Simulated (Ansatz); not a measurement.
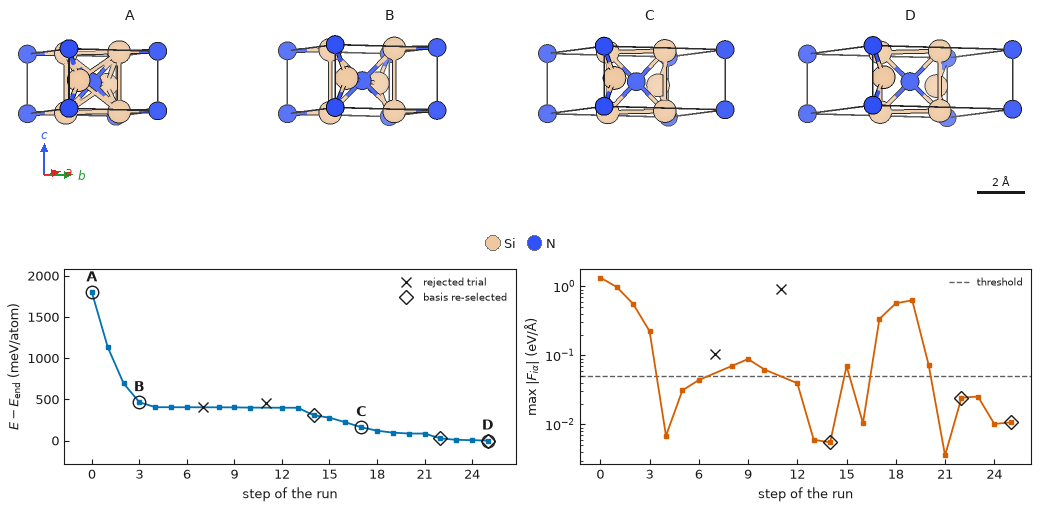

Frames of a relaxation of solid Si$_{2}$N (a generated structure, set up in P4_2/mnm) (coarse preliminary run), marked on the history of the run. The picture is a ball-and-stick view of the cell of the calculation, seen from a free direction.

Case: Hf → Si on all its sites, cell and atoms relaxed.

Theory: DFT PBE, scalar-relativistic, plane waves, PAW (Ansatz).

Input
```yaml
crystal:
  lattice:
    - [4.2149001088, 0.0, 0.0]
    - [0.0, 4.2149001088, 0.0]
    - [0.0, 0.0, 2.5690295974]
  atoms:
    - { symbol: Si, position: [0.2953028374, 0.2953028374, 0.0] }
    - { symbol: Si, position: [0.7046971626, 0.7046971626, 0.0] }
    - { symbol: Si, position: [0.7953028374, 0.2046971626, 0.5] }
    - { symbol: Si, position: [0.2046971626, 0.7953028374, 0.5] }
    - { symbol: "N", position: [0.0, 0.0, 0.0] }
    - { symbol: "N", position: [0.5, 0.5, 0.5] }
basis:
  ecutwfc: 420
kpoints:
  mp_grid: { grid: [6, 6, 8] }
hamiltonian:
  xc: pbe
scf:
  occupations: { method: gaussian, width: 0.1 }
output:
  forces: true
  stress: true
  eigenvalues: true
relax:
  adjacent_minimum: "off"
  f_tol: 0.05
  max_steps: 60
  cell: { stress_tol: 0.5 }
```

Launched with:
```bash
ansatz run input.yaml --threads 1 --pin off --max-ram 2560MiB --backend cpu --events-out ev --progress --plain --runs-dir out
```

> What happens along the run?

After 20 accepted moves (25 points after the start) the energy has fallen by 1798 meV per atom. Largest force component: 1.3 eV/Å at the start, 0.011 eV/Å at the end. Pressure: 137.16 GPa at the start and 0.32 GPa at the end. The line search rejected the trial steps at points 7, 11 of the run. At 3 points the geometry stayed and the basis and grid were re-selected for the new cell (energy shift of 90.8 meV per atom at most each time). The largest moves relative to the cell, 0.56 Å, are those of Si1, Si2, Si3 and Si4. Si3 goes along [1 −1 0]. N stays in place. The volume changes by +148.3 %, with a = b 4.215 → 6.637 Å (+57.5 %), c 2.569 → 2.572 Å (+0.1 %). Near-neighbour distances that change, for instance: Si1–Si2 3.029 → 5.090 Å, Si1–N5 1.760 → 3.331 Å, Si1–Si3 2.497 → 3.822 Å, Si1–Si2 (another image) 2.440 → 2.723 Å. Bonds break: Si1–N5 (1.76 → 3.33 Å), Si1–Si3 (2.50 → 3.82 Å), Si1–Si4 (2.50 → 3.82 Å), Si2–N5 (1.76 → 3.33 Å). Among the angles between lasting bonds that change: Si1–N6–Si1 92.9° → 86.7°, Si1–N6–Si2 87.1° → 93.3°, N6–Si2–N6 92.9° → 86.7°. The space group stays P4_2/mnm (No. 136). From step 0 to 3: Si atoms move most (0.06 Å), volume +39.2 %, energy −1332 meV per atom. From step 3 to 17: Si atoms move most (0.43 Å), volume +34.9 %, energy −304 meV per atom. From step 17 to 25: Si atoms move most (0.15 Å), volume +32.2 %, energy −162 meV per atom.
